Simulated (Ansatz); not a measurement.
# Σ3 (112) boundary in fcc Ir with Pd (substitutional): structure and resistance

How much does the Σ3 (112) boundary in fcc Ir with Pd (substitutional) reflect electrons?

Main program and level: Ansatz 0.2.0; Ansatz plane-wave DFT, PBE, PAW files; relaxation of a bicrystal slab with its lowest layers held; PAW set soft_1, in the first sound run; inputs show where later runs differ.

## (1) Starting point

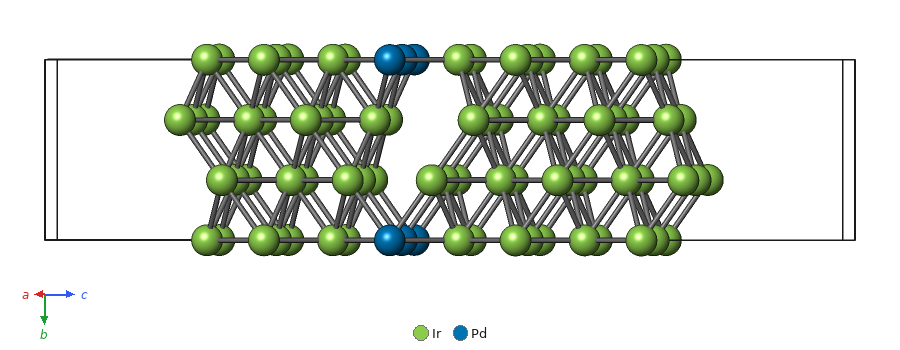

The cell as given, from the side, with the c axis across the page (iridium green, palladium blue). 2×1×1 cells are drawn. Some periodic images of atoms are drawn too.

The cell holds 24 atoms: 23 Ir and 1 Pd. Cell: a = 2.715 Å, b = 6.650 Å, c = 29.809 Å, α = 90.0°, β = 90.0°, γ = 90.0°. It derives from Ir. built on the (1 1 2) plane; 2 overlapping atoms removed and the grains opened by 0 Å. Vacuum lies along c.

## (2) Relaxing the bicrystal

The boundary is built by mirroring the lower grain in the boundary plane and removing any atoms that overlap; then the Pd is put in at the boundary. A thin bicrystal slab is relaxed first, with the lowest layers held and the upper grain free to shift and open.

input.yaml reads:

```yaml
crystal:
  lattice:
    - [2.7148657757, 0.0, 0.0]
    - [0.0, 6.6500358706, 0.0]
    - [0.0, 0.0, 29.8091418368]
  atoms:
    - { symbol: Ir, position: [2.0e-10, 0.3333333333, 0.1677337787] }
    - { symbol: Ir, position: [0.5000000002, 1.0, 0.194024849] }
    - { symbol: Ir, position: [1.0e-10, 0.6666666666, 0.2203159193] }
    - { symbol: Ir, position: [0.5000000001, 0.3333333333, 0.2466069896] }
    - { symbol: Ir, position: [1.0e-10, 1.0, 0.2728980598] }
    - { symbol: Ir, position: [0.5000000001, 0.6666666666, 0.2991891301] }
    - { symbol: Ir, position: [1.0e-10, 0.3333333333, 0.3254802004] }
    - { symbol: Ir, position: [0.5000000001, 1.0, 0.3517712707] }
    - { symbol: Ir, position: [0.0, 0.6666666667, 0.378062341] }
    - { symbol: Ir, position: [0.5, 0.3333333333, 0.4043534113] }
    - { symbol: Pd, position: [0.0, 0.0, 0.4306444816] }
    - { symbol: Ir, position: [0.0, 0.6666666667, 0.4832266221] }
    - { symbol: Ir, position: [0.5000000001, 1.0, 0.5095176924] }
    - { symbol: Ir, position: [1.0e-10, 0.3333333333, 0.5358087627] }
    - { symbol: Ir, position: [0.5000000001, 0.6666666666, 0.562099833] }
    - { symbol: Ir, position: [1.0e-10, 1.0, 0.5883909033] }
    - { symbol: Ir, position: [0.5000000001, 0.3333333333, 0.6146819736] }
    - { symbol: Ir, position: [1.0e-10, 0.6666666666, 0.6409730438] }
    - { symbol: Ir, position: [0.5000000002, 1.0, 0.6672641141] }
    - { symbol: Ir, position: [2.0e-10, 0.3333333333, 0.6935551844] }
    - { symbol: Ir, position: [0.5000000002, 0.6666666666, 0.7198462547] }
    - { symbol: Ir, position: [2.0e-10, 0.9999999999, 0.746137325] }
    - { symbol: Ir, position: [0.5000000002, 0.3333333333, 0.7724283953] }
    - { symbol: Ir, position: [3.0e-10, 0.6666666666, 0.7987194656] }
kpoints:
  mp_grid: { grid: [9, 4, 1] }
hamiltonian:
  xc: pbe
  pseudopotentials: { kind: paw, azcp: { folder: soft_1 } }
scf:
  occupations: { method: fermi_dirac, width: 0.1 }
relax:
  f_tol: 0.03
  max_steps: 80
  constraints: [{ sites: [0, 1, 2, 3] }]
```

Run with:

```console
ansatz run input.yaml --threads 4 --pin off --max-ram 15360MiB --backend cpu --events-out ev --progress --plain --runs-dir out
```

Numbers of over 12 decimals in the logs are rounded to 6 here.

The program printed:

```text
Engine: ansatz 0.2.0, aarch64-unknown-linux-gnu
Pseudopotentials: kind: paw
Pseudopotential: Ir, paw, valence charge 17, recommended cutoff 420 eV (normal), soft_1/Ir.paw.azcp
Pseudopotential: Pd, paw, valence charge 18, recommended cutoff 420 eV (normal), soft_1/Pd.paw.azcp
Functional definition: PBE
  parameter kappa = 0.804
  parameter beta = 0.066725
  exchange = pbe_x(kappa = kappa, mu = beta*pi^2/3)
  correlation = pbe_c(beta = beta)
Crystal: 24 atoms, lattice volume = 538.173 Å³
Basis set: ecut = 420 eV, 10553 PW (Γ), exchange–correlation on 40×90×400 points (8 copies of the dense FFT grid, shifted against one another)
Bands: 246, of which v1, the nominal top of the filled ones, is band 205 counted from 1 (204 counted from 0)
Symmetry: 2 space group operations
Space group: Pm (ITA 6), of the structure as read, at distance tolerance 8.1e-5 Å
k-points: 15 of 36 (time reversal used)
Non-local potential: Ir, projectors of the file, l = 0: 3, l = 1: 2, l = 2: 2, l = 3: 1
Non-local potential: Pd, projectors of the file, l = 0: 2, l = 1: 2, l = 2: 2, l = 3: 1
PAW form: soft (Blöchl's): semilocal exchange-correlation on the pseudo side does not see the compensation charge
PAW one-centre angular grid: Ir, 590 points (default); XC on 64 Gauss nodes
PAW one-centre angular grid: Pd, 590 points (default); XC on 64 Gauss nodes
Initial density: superposition of atomic densities (neutral atoms: chi_scale 0, normalization atom)
Initial wavefunctions: pseudopotential atomic-orbital guess
Functional: x = pbe(κ = 0.804, μ = 0.219515), c = pbe(β = 0.066725)
SCF iter   1: F=—  HF=-281526.757583 eV  |F-HF|=—  |Δ(HF+E_count)|=         —  Δρ=1.47e-1  dr2=5.04e2  ethr=3.10e-3  ⟨swp⟩=7.1  Hψ=14853  notcnv=0  defer=82
preconditioner: auto → LDOS  [metal: Δε(μ)=0.006 eV  Ē_g=6.590 eV  σ=0.100 eV  W_gap=0.01  n_scr=154 (ndim 8)  ℏωp=23.6 eV  f_vac=0.298  D(μ)=27.28/eV (n_scr^D=276)  β→1.0]
SCF iter   2: F=—  HF=-281521.533040 eV  |F-HF|=—  |Δ(HF+E_count)|=    5.22e0  Δρ=9.00e-2  dr2=4.35e1  ethr=3.10e-3  ⟨swp⟩=3.9  Hψ=10559  notcnv=0  defer=133
SCF iter   3: F=—  HF=-281513.234256 eV  |F-HF|=—  |Δ(HF+E_count)|=    8.30e0  Δρ=3.04e-2  dr2=2.11e1  ethr=3.10e-3  ⟨swp⟩=3.3  Hψ=8299  notcnv=0  defer=143
SCF iter   4: F=—  HF=-281512.032694 eV  |F-HF|=—  |Δ(HF+E_count)|=    1.20e0  Δρ=1.88e-2  dr2=8.48e0  ethr=3.10e-3  ⟨swp⟩=2.1  Hψ=4313  notcnv=0  defer=142
SCF iter   5: F=—  HF=-281511.623712 eV  |F-HF|=—  |Δ(HF+E_count)|=   4.09e-1  Δρ=9.86e-3  dr2=2.54e0  ethr=2.07e-3  ⟨swp⟩=2.1  Hψ=4211  notcnv=0  defer=137
SCF iter   6: F=—  HF=-281511.445361 eV  |F-HF|=—  |Δ(HF+E_count)|=   1.78e-1  Δρ=2.13e-3  dr2=8.26e-2  ethr=6.20e-4  ⟨swp⟩=2.1  Hψ=5254  notcnv=0  defer=137
SCF iter   7: F=—  HF=-281511.457105 eV  |F-HF|=—  |Δ(HF+E_count)|=   1.17e-2  Δρ=3.36e-3  dr2=3.72e-1  ethr=2.02e-5  ⟨swp⟩=2.3  Hψ=6754  notcnv=0  defer=130
SCF iter   8: F=—  HF=-281511.443066 eV  |F-HF|=—  |Δ(HF+E_count)|=   1.40e-2  Δρ=8.47e-4  dr2=2.11e-2  ethr=2.02e-5  ⟨swp⟩=1.8  Hψ=4068  notcnv=0  defer=130
SCF iter   9: F=—  HF=-281511.441057 eV  |F-HF|=—  |Δ(HF+E_count)|=   2.01e-3  Δρ=1.60e-4  dr2=3.85e-4  ethr=5.17e-6  ⟨swp⟩=1.9  Hψ=4736  notcnv=0  defer=130
SCF iter  10: F=—  HF=-281511.441079 eV  |F-HF|=—  |Δ(HF+E_count)|=   2.23e-5  Δρ=4.75e-5  dr2=5.93e-5  ethr=9.42e-8  ⟨swp⟩=2.7  Hψ=6513  notcnv=0  defer=130
SCF iter  11: F=-281511.441058 eV  HF=-281511.441078 eV  |F-HF|=1.93e-5  |Δ(HF+E_count)|=   1.29e-6  Δρ=2.65e-5  dr2=2.06e-5  ethr=5.50e-9  ⟨swp⟩=5.0  Hψ=12727  notcnv=0
SCF 1 converged in 11 iterations: F = -281511.441058 eV  dr2 = 2.06e-5
  greatest PAW one-centre occupation: 1.000 electrons in one spin orbital (limit 2), on the Ir atom at site 14 (counted from 0), in its partial waves of l = 0
relax step   1: F+E_penalty+E_count = -281511.44105824 eV  Δ(F+E_penalty+E_count) = +0.000e0 eV  max|allowed force component| = 1.129e0 eV/Å  Δτ_max = 0.0000 Å  (11 SCF iters, dr2 threshold 2.25e-5 eV, accepted)
Initial density: handed on by an earlier stage of this run
Initial wavefunctions: those handed on with the density
iter 1 solved again at ethr=7.80e-4 eV; its pass at ethr=3.10e-3 eV (dr2=3.19e0 eV) is discarded
SCF iter   1: F=—  HF=-281512.022809 eV  |F-HF|=—  |Δ(HF+E_count)|=         —  Δρ=1.12e-2  dr2=3.17e0  ethr=7.80e-4  ⟨swp⟩=1.1  Hψ=12820  notcnv=0  defer=134
preconditioner: auto → LDOS  [metal: Δε(μ)=0.001 eV  Ē_g=6.326 eV  σ=0.100 eV  W_gap=0.00  n_scr=154 (ndim 8)  ℏωp=23.6 eV  f_vac=0.303  D(μ)=27.85/eV (n_scr^D=284)  β→1.0]
SCF iter   2: F=—  HF=-281511.986419 eV  |F-HF|=—  |Δ(HF+E_count)|=   3.64e-2  Δρ=4.89e-3  dr2=2.75e-1  ethr=7.75e-4  ⟨swp⟩=2.0  Hψ=5568  notcnv=0  defer=134
SCF iter   3: F=—  HF=-281511.937848 eV  |F-HF|=—  |Δ(HF+E_count)|=   4.86e-2  Δρ=2.46e-3  dr2=8.60e-2  ethr=6.72e-5  ⟨swp⟩=3.0  Hψ=7942  notcnv=0  defer=134
SCF iter   4: F=—  HF=-281511.916358 eV  |F-HF|=—  |Δ(HF+E_count)|=   2.15e-2  Δρ=6.58e-4  dr2=5.40e-3  ethr=2.10e-5  ⟨swp⟩=2.5  Hψ=5723  notcnv=0  defer=134
SCF iter   5: F=—  HF=-281511.914258 eV  |F-HF|=—  |Δ(HF+E_count)|=   2.10e-3  Δρ=1.70e-4  dr2=3.92e-4  ethr=1.32e-6  ⟨swp⟩=2.1  Hψ=6623  notcnv=0  defer=137
SCF iter   6: F=-281511.914180 eV  HF=-281511.914203 eV  |F-HF|=2.36e-5  |Δ(HF+E_count)|=   5.50e-5  Δρ=6.58e-5  dr2=4.74e-5  ethr=1.95e-8  ⟨swp⟩=3.5  Hψ=15527  notcnv=0
SCF 2 converged in 6 iterations: F = -281511.914180 eV  dr2 = 4.74e-5
  greatest PAW one-centre occupation: 1.000 electrons in one spin orbital (limit 2), on the Ir atom at site 12 (counted from 0), in its partial waves of l = 0
relax step   2: F+E_penalty+E_count = -281511.91417958 eV  Δ(F+E_penalty+E_count) = -4.731e-1 eV  max|allowed force component| = 8.287e-1 eV/Å  Δτ_max = 0.1948 Å  (6 SCF iters, dr2 threshold 7.96e-5 eV, accepted)
iter 1 solved again at ethr=4.87e-4 eV; its pass at ethr=3.10e-3 eV (dr2=1.99e0 eV) is discarded
SCF iter   1: F=—  HF=-281512.296742 eV  |F-HF|=—  |Δ(HF+E_count)|=         —  Δρ=1.17e-2  dr2=2.00e0  ethr=4.87e-4  ⟨swp⟩=1.7  Hψ=13894  notcnv=0  defer=113
preconditioner: auto → LDOS  [metal: Δε(μ)=0.008 eV  Ē_g=6.332 eV  σ=0.100 eV  W_gap=0.02  n_scr=154 (ndim 8)  ℏωp=23.6 eV  f_vac=0.306  D(μ)=27.58/eV (n_scr^D=276)  β→1.0]
SCF iter   2: F=—  HF=-281512.287348 eV  |F-HF|=—  |Δ(HF+E_count)|=   9.39e-3  Δρ=4.09e-3  dr2=2.04e-1  ethr=4.87e-4  ⟨swp⟩=2.0  Hψ=5531  notcnv=0  defer=113
SCF iter   3: F=—  HF=-281512.269416 eV  |F-HF|=—  |Δ(HF+E_count)|=   1.79e-2  Δρ=2.90e-3  dr2=1.22e-1  ethr=4.99e-5  ⟨swp⟩=3.0  Hψ=8110  notcnv=0  defer=113
SCF iter   4: F=—  HF=-281512.240316 eV  |F-HF|=—  |Δ(HF+E_count)|=   2.91e-2  Δρ=1.08e-3  dr2=1.30e-2  ethr=2.99e-5  ⟨swp⟩=2.1  Hψ=5216  notcnv=0  defer=113
SCF iter   5: F=—  HF=-281512.236022 eV  |F-HF|=—  |Δ(HF+E_count)|=   4.29e-3  Δρ=2.24e-4  dr2=7.31e-4  ethr=3.18e-6  ⟨swp⟩=2.2  Hψ=6513  notcnv=0  defer=130
SCF iter   6: F=—  HF=-281512.235773 eV  |F-HF|=—  |Δ(HF+E_count)|=   2.49e-4  Δρ=7.37e-5  dr2=8.13e-5  ethr=1.79e-7  ⟨swp⟩=2.9  Hψ=6832  notcnv=0  defer=130
SCF iter   7: F=-281512.235764 eV  HF=-281512.235765 eV  |F-HF|=1.52e-6  |Δ(HF+E_count)|=   7.56e-6  Δρ=1.75e-5  dr2=3.16e-6  ethr=1.05e-8  ⟨swp⟩=5.0  Hψ=13116  notcnv=0
SCF 3 converged in 7 iterations: F = -281512.235764 eV  dr2 = 3.16e-6
relax step   3: F+E_penalty+E_count = -281512.23576358 eV  Δ(F+E_penalty+E_count) = -3.216e-1 eV  max|allowed force component| = 4.690e-1 eV/Å  Δτ_max = 0.1946 Å  (7 SCF iters, dr2 threshold 4.29e-5 eV, accepted)
[... from here on, the SCF cycles and remarks between the steps are left out ...]
relax step   4: F+E_penalty+E_count = -281512.43530782 eV  Δ(F+E_penalty+E_count) = -1.995e-1 eV  max|allowed force component| = 4.391e-1 eV/Å  Δτ_max = 0.1958 Å  (6 SCF iters, dr2 threshold 7.05e-5 eV, accepted)
relax step   5: F+E_penalty+E_count = -281512.58860314 eV  Δ(F+E_penalty+E_count) = -1.533e-1 eV  max|allowed force component| = 1.915e-1 eV/Å  Δτ_max = 0.2000 Å  (6 SCF iters, dr2 threshold 6.18e-5 eV, accepted)
relax step   6: F+E_penalty+E_count = -281512.70374869 eV  Δ(F+E_penalty+E_count) = -1.151e-1 eV  max|allowed force component| = 1.404e-1 eV/Å  Δτ_max = 0.1988 Å  (7 SCF iters, dr2 threshold 6.98e-6 eV, accepted)
relax step   7: F+E_penalty+E_count = -281512.79555275 eV  Δ(F+E_penalty+E_count) = -9.180e-2 eV  max|allowed force component| = 1.428e-1 eV/Å  Δτ_max = 0.1945 Å  (7 SCF iters, dr2 threshold 3.75e-6 eV, accepted)
relax step   8: F+E_penalty+E_count = -281512.85400608 eV  Δ(F+E_penalty+E_count) = -5.845e-2 eV  max|allowed force component| = 1.504e-1 eV/Å  Δτ_max = 0.1971 Å  (7 SCF iters, dr2 threshold 1.10e-5 eV, accepted)
relax step   9: F+E_penalty+E_count = -281512.88682603 eV  Δ(F+E_penalty+E_count) = -3.282e-2 eV  max|allowed force component| = 1.069e-1 eV/Å  Δτ_max = 0.1933 Å  (7 SCF iters, dr2 threshold 2.26e-5 eV, accepted)
relax step  10: F+E_penalty+E_count = -281512.89104027 eV  Δ(F+E_penalty+E_count) = -4.214e-3 eV  max|allowed force component| = 1.248e-1 eV/Å  Δτ_max = 0.1299 Å  (7 SCF iters, dr2 threshold 5.77e-6 eV, accepted)
relax step  11: F+E_penalty+E_count = -281512.89450960 eV  Δ(F+E_penalty+E_count) = -3.469e-3 eV  max|allowed force component| = 3.123e-2 eV/Å  Δτ_max = 0.0359 Å  (5 SCF iters, dr2 threshold 7.86e-6 eV, accepted)
SCF iter   1: F=—  HF=-281512.895785 eV  |F-HF|=—  |Δ(HF+E_count)|=         —  Δρ=4.39e-4  dr2=4.58e-4  ethr=3.62e-6  ⟨swp⟩=2.8  Hψ=6695  notcnv=0  defer=129
preconditioner: auto → LDOS  [metal: Δε(μ)=0.023 eV  Ē_g=6.435 eV  σ=0.100 eV  W_gap=0.06  n_scr=154 (ndim 8)  ℏωp=23.6 eV  f_vac=0.314  D(μ)=26.80/eV (n_scr^D=256)  β→1.0]
SCF iter   2: F=—  HF=-281512.895732 eV  |F-HF|=—  |Δ(HF+E_count)|=   5.38e-5  Δρ=1.15e-4  dr2=8.95e-5  ethr=1.12e-7  ⟨swp⟩=3.0  Hψ=8169  notcnv=0  defer=129
SCF iter   3: F=—  HF=-281512.894670 eV  |F-HF|=—  |Δ(HF+E_count)|=   1.06e-3  Δρ=4.91e-5  dr2=2.69e-5  ethr=2.19e-8  ⟨swp⟩=2.7  Hψ=6817  notcnv=0  defer=129
SCF iter   4: F=—  HF=-281512.894663 eV  |F-HF|=—  |Δ(HF+E_count)|=   6.92e-6  Δρ=1.30e-5  dr2=1.10e-6  ethr=6.58e-9  ⟨swp⟩=2.9  Hψ=7610  notcnv=0  defer=129
SCF iter   5: F=-281512.894662 eV  HF=-281512.894662 eV  |F-HF|=4.38e-8  |Δ(HF+E_count)|=   2.51e-7  Δρ=3.26e-6  dr2=8.37e-8  ethr=2.44e-11  ⟨swp⟩=3.9  Hψ=17170  notcnv=0
SCF 12 converged in 5 iterations: F = -281512.894662 eV  dr2 = 8.37e-8
relax step  12: F+E_penalty+E_count = -281512.89466241 eV  Δ(F+E_penalty+E_count) = -1.528e-4 eV  max|allowed force component| = 1.444e-2 eV/Å  Δτ_max = 0.0061 Å  (5 SCF iters, accepted)
SCF converged after 5 iterations
Free energy (F): -281512.894662 eV
Harris-Foulkes:  -281512.894662 eV  (|F-HF|=4.38e-8)
Internal energy: -281512.009134 eV  (E = F + TS)
E sigma→0 (E₀):  -281512.451898 eV
Entropy (-TS):   -0.885529 eV (-36.897 meV/atom)
Fermi energy:    14.141929 eV
--- Per-component energies (eV) ---
  E_band       = -6595.437089
  E_kinetic    = 12849.777487
  E_local      = -532659.452528  (includes V_loc(G=0)·N_el)
  E_nonlocal   = 4740.231445
  E_hartree    = 260708.233526
  E_xc         = -5423.654594
  E_vxc        = -6064.665280  (∫ρ·V_xc dr)
  E_paw        = -216908.809966  (= ΣΔE_a)
  E_vpaw       = -6877.867240  (= ΣTr[D̂ρ^β])
  E_aug_tail   = 0.008293  (compensation charges beyond the density's cutoff)
  E_ewald      = 195181.657202
  E_smearing   = -0.885529  (= −TS)
  E_closure    = 0.000000  (closes the sum)
  Σ components = -281512.894662   (vs F -281512.894662, Δ=0.00e0)
--- Forces (eV/Å), atoms counted from 1 ---
  atom   1  Ir     0.00000000    -0.48592731     0.98698689
  atom   2  Ir     0.00000000     0.30203686     0.23392195
  atom   3  Ir    -0.00000000     0.15091505    -0.50744589
  atom   4  Ir    -0.00000000     0.03038734    -0.71097471
  atom   5  Ir    -0.00000000    -0.00267569     0.00016691
  atom   6  Ir    -0.00000000    -0.00060264     0.00164153
  atom   7  Ir     0.00000000     0.00151298    -0.00191033
  atom   8  Ir     0.00000000    -0.00055289    -0.00599239
  atom   9  Ir     0.00000000     0.00447439    -0.00008531
  atom  10  Ir     0.00000000     0.01038767    -0.00371664
  atom  11  Pd     0.00000000    -0.00851411     0.01443874
  atom  12  Ir     0.00000000    -0.00119639    -0.00181484
  atom  13  Ir     0.00000000     0.00344811    -0.00105542
  atom  14  Ir     0.00000000    -0.00241119    -0.00431752
  atom  15  Ir    -0.00000000     0.00078436     0.00119612
  atom  16  Ir     0.00000000     0.00000994    -0.00188037
  atom  17  Ir     0.00000000    -0.00034196    -0.00016092
  atom  18  Ir    -0.00000000    -0.00172551     0.00126321
  atom  19  Ir    -0.00000000    -0.00174804    -0.00064608
  atom  20  Ir    -0.00000000    -0.00055022    -0.00034198
  atom  21  Ir    -0.00000000     0.00108156     0.00101574
  atom  22  Ir     0.00000000     0.00206728    -0.00169072
  atom  23  Ir    -0.00000000     0.00037325     0.00391702
  atom  24  Ir    -0.00000000    -0.00117629    -0.00239155
  max |Σ_I F_I| component: 1.23e-4 eV/Å
--- Relaxed structure (12 steps of the walk, 12 accepted, 0 SCFs on fresh bases) ---
  F+E_penalty+E_count = -281512.89466241 eV   max|allowed force component| = 1.444e-2 eV/Å
  atoms:
    - { symbol: Ir, position: [0.0, 0.333333, 0.167734] }
    - { symbol: Ir, position: [0.500000, 1.000000, 0.194024849] }
    - { symbol: Ir, position: [0.0, 0.666667, 0.220316] }
    - { symbol: Ir, position: [0.500000, 0.333333, 0.2466069896] }
    - { symbol: Ir, position: [3.110817028813266e-19, 0.996683, 0.273153] }
    - { symbol: Ir, position: [0.500000, 0.665803, 0.299778] }
    - { symbol: Ir, position: [-6.056828680727531e-19, 0.333332, 0.324983] }
    - { symbol: Ir, position: [0.500000, 0.998885, 0.352152] }
    - { symbol: Ir, position: [1.9640883030811678e-18, 0.662678, 0.379674] }
    - { symbol: Ir, position: [0.500000, 0.334115, 0.403765] }
    - { symbol: Pd, position: [3.273952685450054e-18, -0.00228986, 0.433330] }
    - { symbol: Ir, position: [-1.623185880108349e-17, 0.495870, 0.469911] }
    - { symbol: Ir, position: [0.500000, 0.821229, 0.500411] }
    - { symbol: Ir, position: [-1.7199202961361707e-17, 0.155817, 0.521700] }
    - { symbol: Ir, position: [0.500000, 0.487217, 0.548348] }
    - { symbol: Ir, position: [-1.2575521816388812e-17, 0.822266, 0.578075] }
    - { symbol: Ir, position: [0.500000, 0.157639, 0.601993] }
    - { symbol: Ir, position: [-1.3670567544667836e-17, 0.489625, 0.629759] }
    - { symbol: Ir, position: [0.500000, 0.821453, 0.657191] }
    - { symbol: Ir, position: [-1.5711583592396563e-17, 0.154030, 0.680666] }
    - { symbol: Ir, position: [0.500000, 0.491947, 0.708440] }
    - { symbol: Ir, position: [-9.128771204205471e-18, 0.824194, 0.738649] }
    - { symbol: Ir, position: [0.500000, 0.154748, 0.759407] }
    - { symbol: Ir, position: [-4.250747796749517e-17, 0.477119, 0.784212] }
```

Elapsed: 14 min, on 4 threads of Arm Neoverse V1, shared host; peak memory 3.3 GiB; 54 min of CPU time.

The steps of the relaxation:

| step | energy less that of the first step (eV) | largest force component (eV/Å) |
| --- | --- | --- |
| 1 | 0.0000 | 1.1286 |
| 2 | -0.4731 | 0.8287 |
| 3 | -0.7947 | 0.4690 |
| 4 | -0.9942 | 0.4391 |
| 5 | -1.1475 | 0.1915 |
| 6 | -1.2627 | 0.1404 |
| 7 | -1.3545 | 0.1428 |
| 8 | -1.4129 | 0.1504 |
| 9 | -1.4458 | 0.1069 |
| 10 | -1.4500 | 0.1248 |
| 11 | -1.4535 | 0.0312 |
| 12 | -1.4536 | 0.0144 |

The run keeps the 2 symmetry operations that it works with, so distortions that break them were not tested.

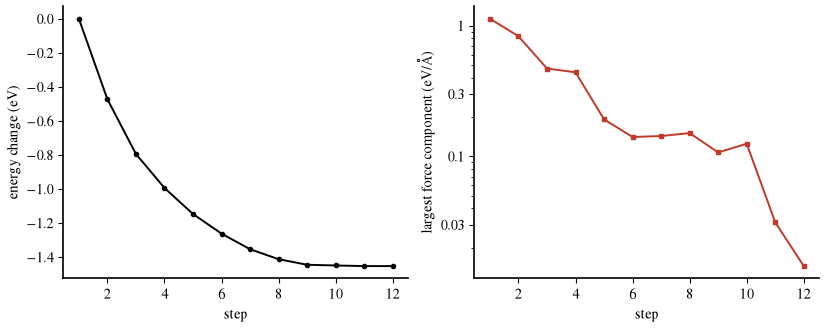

Energy and largest force along the relaxation.

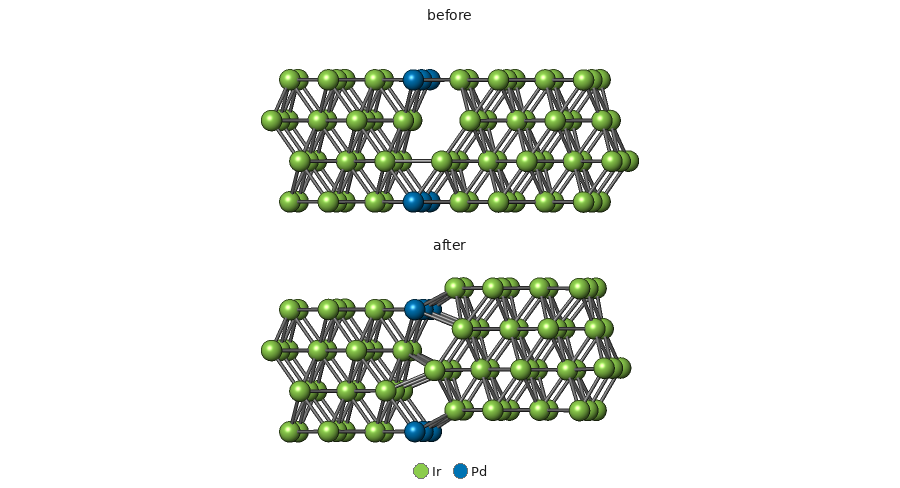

The structure before and after the relaxation, drawn at the same scale.

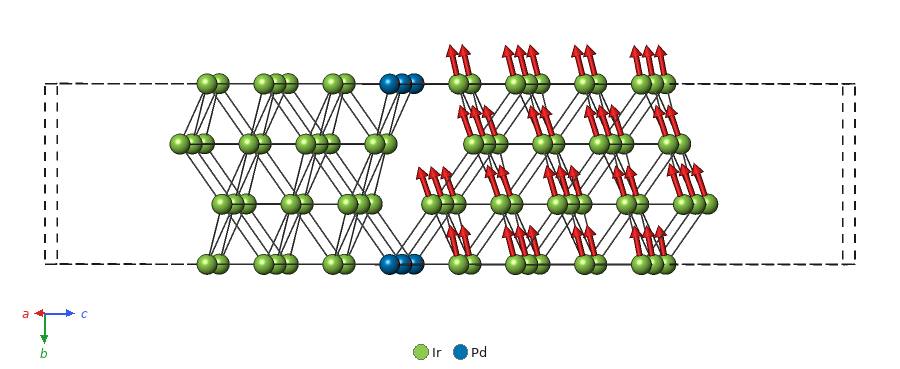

Displacements in the relaxation, scaled; the longest in the cell stands for 1.33 Å. 2×1×1 cells are drawn. Some periodic images of atoms are drawn too.

The atoms that moved most (Å):

| atom | dx | dy | dz | length |
| --- | --- | --- | --- | --- |
| Ir24 | 0.000 | -1.261 | -0.432 | 1.333 |
| Ir15 | 0.000 | -1.193 | -0.410 | 1.262 |
| Ir14 | 0.000 | -1.180 | -0.421 | 1.253 |
| Ir20 | 0.000 | -1.192 | -0.384 | 1.253 |
| Ir23 | 0.000 | -1.188 | -0.388 | 1.249 |
| Ir17 | 0.000 | -1.168 | -0.378 | 1.228 |
| Ir19 | 0.000 | -1.187 | -0.300 | 1.225 |
| Ir18 | 0.000 | -1.177 | -0.334 | 1.224 |

Numbers from this step:

```
free energy             : -281512.8947 eV
energy at zero smearing : -281512.4519 eV
Fermi energy            : 14.14 eV
```

The largest force component on a free atom ends at 0.014 eV/Å, under the tolerance of 0.03, after 12 steps.

[end of part 1 of 2]

[Logs are printed without paths, hosts, clocks, repeated set-up lines and the standing remarks that a program may print on its own settings, such as how far it seeks lower states.]

[Hosts, paths, dates, database ids (printed as entryN), source tags and the programs' standing remarks are cut or masked in the printed files.]
